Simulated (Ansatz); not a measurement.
**What a change does: single-point calculation on SiC**

System: SiC (Pm-3m, 2 atoms in the cell).
Method of the first run: DFT PBE, scalar-relativistic, plane waves, PAW, spin-polarised (Ansatz 0.2.0).

The structure was made by a generator, so it may or may not be a known phase. Text and figures count atoms from 1; the logs count them from 0 in places.

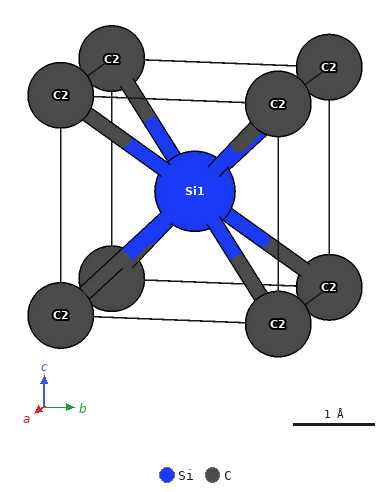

The input geometry (ball-and-stick view of the cell of the calculation, seen slightly off an axis; atoms are numbered from 1 in the order of the input). An atom can appear more than once, as a periodic image. Near neighbours in the periodic cell (some may lie outside the picture): Si has 8 C at 2.41 Å; C has 8 Si at 2.41 Å.

### The input, the first run
```yaml
crystal:
  lattice:
    - [2.78641804, 0.0, 0.0]
    - [0.0, 2.78641804, 0.0]
    - [0.0, 0.0, 2.78641804]
  atoms:
    - { symbol: Si, position: [0.5, 0.5, 0.5] }
    - { symbol: C, position: [0.0, 0.0, 0.0], spin: 1.0 }
basis:
  ecutwfc: 420
kpoints:
  mp_grid: { grid: [6, 6, 6] }
hamiltonian:
  xc: pbe
scf:
  occupations: { method: gaussian, width: 0.1 }
  lower_state_search: "off"
output:
  forces: true
  stress: true
  eigenvalues: true
  populations: true
magnetization:
  spin_polarized: true
```

Command:
```bash
ansatz run input.yaml --threads 1 --pin off --max-ram 2560MiB --backend cpu --events-out ev --progress --plain --runs-dir out
```

Hardware: 1 thread of Intel Xeon (Sapphire Rapids), 16 GiB of memory available, shared host.

### Output, shortened to warnings, some set-up lines, iterations and results (the first run)
```
WARN: the starting moments were not kept: the SCF closed with an absolute magnetisation of 9.0e-7 μB, where they sum to 1 μB in size (1 site). That is at most 0.1 of that sum. Measured as dr2_m measures the in/out step, that magnetisation stands 3.7e-13 eV from none, at or under the dr2_threshold of 1.0e-7 eV: it is no larger than a step whose dr2_m would equal this threshold. The system may hold …
Basis set: ecut = 420 eV, 437 PW (Γ), exchange–correlation on 40×40×40 points (8 copies of the dense FFT grid, shifted against one another)
Symmetry: 48 space group operations
k-points: 20 of 216
Initial density: superposition of atomic densities (chi_scale 0.1, normalization cell)
[...]
SCF iter   1: F=—  HF=-883.040394 eV  |F-HF|=—  |Δ(HF+E_count)|=         —  Δρ=4.75e-2 (↑2.70e-2 ↓4.75e-2)  dr2=1.68e0  dr2_m=5.95e-2  M=0.483 μB ∫|m|=0.509 μB  β_m=0.30  …
SCF iter   2: F=—  HF=-882.712326 eV  |F-HF|=—  |Δ(HF+E_count)|=   3.28e-1  Δρ=2.61e-2 (↑2.61e-2 ↓1.72e-2)  dr2=5.43e-2  dr2_m=7.76e-2  M=0.352 μB ∫|m|=0.367 μB  β_m=0.30  …
SCF iter   3: F=—  HF=-882.740815 eV  |F-HF|=—  |Δ(HF+E_count)|=   2.85e-2  Δρ=1.88e-2 (↑1.88e-2 ↓1.52e-2)  dr2=2.00e-2  dr2_m=5.06e-2  M=0.308 μB ∫|m|=0.320 μB  β_m=0.30  …
SCF iter   4: F=—  HF=-882.761499 eV  |F-HF|=—  |Δ(HF+E_count)|=   2.07e-2  Δρ=1.28e-2 (↑1.17e-2 ↓1.28e-2)  dr2=4.92e-4  dr2_m=2.97e-2  M=0.287 μB ∫|m|=0.295 μB  β_m=0.30  …
SCF iter   5: F=—  HF=-882.775415 eV  |F-HF|=—  |Δ(HF+E_count)|=   1.39e-2  Δρ=1.03e-2 (↑1.01e-2 ↓1.03e-2)  dr2=6.80e-5  dr2_m=2.06e-2  M=0.259 μB ∫|m|=0.265 μB  β_m=0.30  …
[... 9 lines ...]
SCF iter  15: F=-882.809436 eV  HF=-882.809436 eV  |F-HF|=8.27e-10  |Δ(HF+E_count)|=   2.88e-8  Δρ=4.16e-6 (↑4.16e-6 ↓2.68e-6)  dr2=1.37e-9  dr2_m=2.23e-9  M=-0.000 μB …
SCF iter  16: F=-882.809436 eV  HF=-882.809436 eV  |F-HF|=3.54e-11  |Δ(HF+E_count)|=   6.79e-9  Δρ=1.93e-6 (↑1.93e-6 ↓1.07e-6)  dr2=3.79e-10  dr2_m=4.26e-10  M=-0.000 μB …
SCF iter  17: F=-882.809436 eV  HF=-882.809436 eV  |F-HF|=7.28e-12  |Δ(HF+E_count)|=   1.37e-9  Δρ=6.06e-7 (↑6.06e-7 ↓3.08e-7)  dr2=4.63e-11  dr2_m=3.91e-11  M=-0.000 μB …
SCF iter  18: F=-882.809436 eV  HF=-882.809436 eV  |F-HF|=3.41e-13  |Δ(HF+E_count)|=  1.31e-10  Δρ=1.53e-8 (↑1.53e-8 ↓8.44e-9)  dr2=2.04e-14  dr2_m=2.72e-14  M=-0.000 μB …
SCF 1 converged in 18 iterations: F = -882.809436 eV  dr2 = 2.04e-14
SCF converged after 18 iterations
Magnetization: -0.0000 μB (4.0000 up, 4.0000 down)
Absolute magnetization: 0.0000 μB (∫|ρ↑−ρ↓|, with the PAW one-centre terms)
Spin contamination: 0.0000 ħ² per cell (⟨S²⟩ above its minimum at these occupations)
Per-site moments (μB) at R_I (Å): [(-7.244863922830786e-11, 0.9954073833838383), (-7.374856673353321e-7, 0.9954073833838383)]
Free energy (F): -882.809436 eV
Harris-Foulkes:  -882.809436 eV  (|F-HF|=3.41e-13)
Internal energy: -882.801678 eV  (E = F + TS)
E sigma→0 (E₀):  -882.805557 eV
Entropy (-TS):   -0.007758 eV (-3.879 meV/atom)
Fermi energy:    10.236451 eV
--- Per-component energies (eV) ---
  E_band       = 34.069711
  E_kinetic    = 120.028103
  E_local      = -57.633423  (includes V_loc(G=0)·N_el)
  E_nonlocal   = 51.584762
  E_hartree    = 15.444661
  E_xc         = -101.660125
  E_vxc        = -104.294573  (∫ρ·V_xc dr)
  E_paw        = -609.656495  (= ΣΔE_a)
  E_vpaw       = -6.504490  (= ΣTr[D̂ρ^β])
  E_aug_tail   = 0.000010  (compensation charges beyond the density's cutoff)
  E_ewald      = -300.909171
  E_smearing   = -0.007758  (= −TS)
  E_closure    = 0.000000  (closes the sum)
  Σ components = -882.809436   (vs F -882.809436, Δ=0.00e0)
--- Forces (eV/Å), atoms counted from 1 ---
  atom   1  Si     0.00000000    -0.00000000    -0.00000000
  atom   2  C     -0.00000000     0.00000000    -0.00000000
  max |Σ_I F_I| component: 7.40e-32 eV/Å
--- Stress (GPa, compression-positive) ---
      -19.630787       0.000000       0.000000
       -0.000000     -19.630787       0.000000
        0.000000      -0.000000     -19.630787
  P = ⅓ Tr σ = -19.6308 GPa (-196.308 kbar)
--- Löwdin populations: 2 sites ---
  site symbol       q [e]    m [muB]
     0     Si      3.3168     0.0000
     1      C      4.5700    -0.0000
  spilling = 0.014155 (of n_electrons = 8.000000)
```

The input of the second run differs as follows (lines with − go, lines with + come):
```diff
-    - { symbol: C, position: [0.0, 0.0, 0.0], spin: 1.0 }
+    - { symbol: C, position: [0.0, 0.0, 0.0] }
-  populations: true
-magnetization:
-  spin_polarized: true
```

What does this change do to the results?

The energy is the same within 0.01 meV per atom. The SCF takes 6 iterations against 18. The two runs start from different initial densities, which also moves the count.

### Output, shortened to warnings, some set-up lines, iterations and results (the second run)
```
Basis set: ecut = 420 eV, 437 PW (Γ), exchange–correlation on 40×40×40 points (8 copies of the dense FFT grid, shifted against one another)
Symmetry: 48 space group operations
k-points: 20 of 216
Initial density: superposition of atomic densities (neutral atoms: chi_scale 0, normalization atom), corrected by the library's trained network
[...]
SCF iter   1: F=—  HF=-882.818325 eV  |F-HF|=—  |Δ(HF+E_count)|=         —  Δρ=1.13e-2  dr2=4.10e-2  ethr=1.77e-3  ⟨swp⟩=5.7  Hψ=2690  notcnv=0  defer=2
SCF iter   2: F=—  HF=-882.814026 eV  |F-HF|=—  |Δ(HF+E_count)|=   4.30e-3  Δρ=8.12e-3  dr2=2.12e-2  ethr=5.13e-4  ⟨swp⟩=1.0  Hψ=400  notcnv=0  defer=3
SCF iter   3: F=—  HF=-882.809525 eV  |F-HF|=—  |Δ(HF+E_count)|=   4.50e-3  Δρ=1.32e-3  dr2=5.50e-4  ethr=2.65e-4  ⟨swp⟩=1.1  Hψ=189  notcnv=0  defer=3
SCF iter   4: F=—  HF=-882.809403 eV  |F-HF|=—  |Δ(HF+E_count)|=   1.22e-4  Δρ=8.71e-5  dr2=1.11e-6  ethr=6.87e-6  ⟨swp⟩=1.3  Hψ=197  notcnv=0  defer=3
SCF iter   5: F=—  HF=-882.809436 eV  |F-HF|=—  |Δ(HF+E_count)|=   3.33e-5  Δρ=1.11e-5  dr2=3.21e-8  ethr=1.39e-8  ⟨swp⟩=2.4  Hψ=264  notcnv=0  defer=3
SCF iter   6: F=-882.809436 eV  HF=-882.809436 eV  |F-HF|=2.93e-11  |Δ(HF+E_count)|=   3.39e-9  Δρ=1.17e-6  dr2=1.99e-10  ethr=4.01e-10  ⟨swp⟩=5.6  Hψ=1020  notcnv=0
SCF 1 converged in 6 iterations: F = -882.809436 eV  dr2 = 1.99e-10
SCF converged after 6 iterations
Free energy (F): -882.809436 eV
Harris-Foulkes:  -882.809436 eV  (|F-HF|=2.93e-11)
Internal energy: -882.801678 eV  (E = F + TS)
E sigma→0 (E₀):  -882.805557 eV
Entropy (-TS):   -0.007758 eV (-3.879 meV/atom)
Fermi energy:    10.236457 eV
--- Per-component energies (eV) ---
  E_band       = 34.069744
  E_kinetic    = 120.028057
  E_local      = -57.633325  (includes V_loc(G=0)·N_el)
  E_nonlocal   = 51.584736
  E_hartree    = 15.444622
  E_xc         = -101.660119
  E_vxc        = -104.294565  (∫ρ·V_xc dr)
  E_paw        = -609.656487  (= ΣΔE_a)
  E_vpaw       = -6.504480  (= ΣTr[D̂ρ^β])
  E_aug_tail   = 0.000010  (compensation charges beyond the density's cutoff)
  E_ewald      = -300.909171
  E_smearing   = -0.007758  (= −TS)
  E_closure    = 0.000000  (closes the sum)
  Σ components = -882.809436   (vs F -882.809436, Δ=0.00e0)
--- Forces (eV/Å), atoms counted from 1 ---
  atom   1  Si     0.00000000     0.00000000     0.00000000
  atom   2  C     -0.00000000     0.00000000     0.00000000
  max |Σ_I F_I| component: 5.75e-31 eV/Å
--- Stress (GPa, compression-positive) ---
      -19.630741      -0.000000       0.000000
        0.000000     -19.630741       0.000000
        0.000000      -0.000000     -19.630741
  P = ⅓ Tr σ = -19.6307 GPa (-196.307 kbar)
```

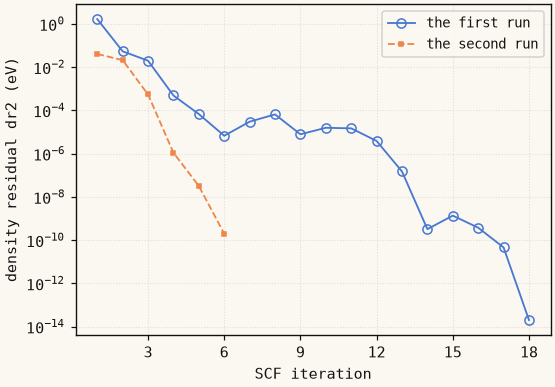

Convergence of the two runs: density residual dr2 against the SCF iteration. The first run takes 18 iterations in all, and the second run takes 6.

### The two runs side by side

```tsv
quantity	the first run	the second run
outcome	converged	converged
free energy per atom (eV)	−441.4047	−441.4047
energy per atom, smearing taken to zero (eV)	−441.4028	−441.4028
gap on the mesh (eV)	0.00	0.00
net moment of the cell (μB)	0.00	–
absolute moment of the cell (μB)	0.00	–
pressure (GPa)	−19.63	−19.63
largest force (eV/Å)	0.000	0.000
SCF iterations	18	6
irreducible k-points	20	20
plane waves at Γ	437	437
wall time (shared host)	1.9 s	1 s
```

For both runs: The cell is under a tension of 19.6 GPa at this level, so it is not at its equilibrium volume. For the first run: Warnings: some starting moments were not kept.
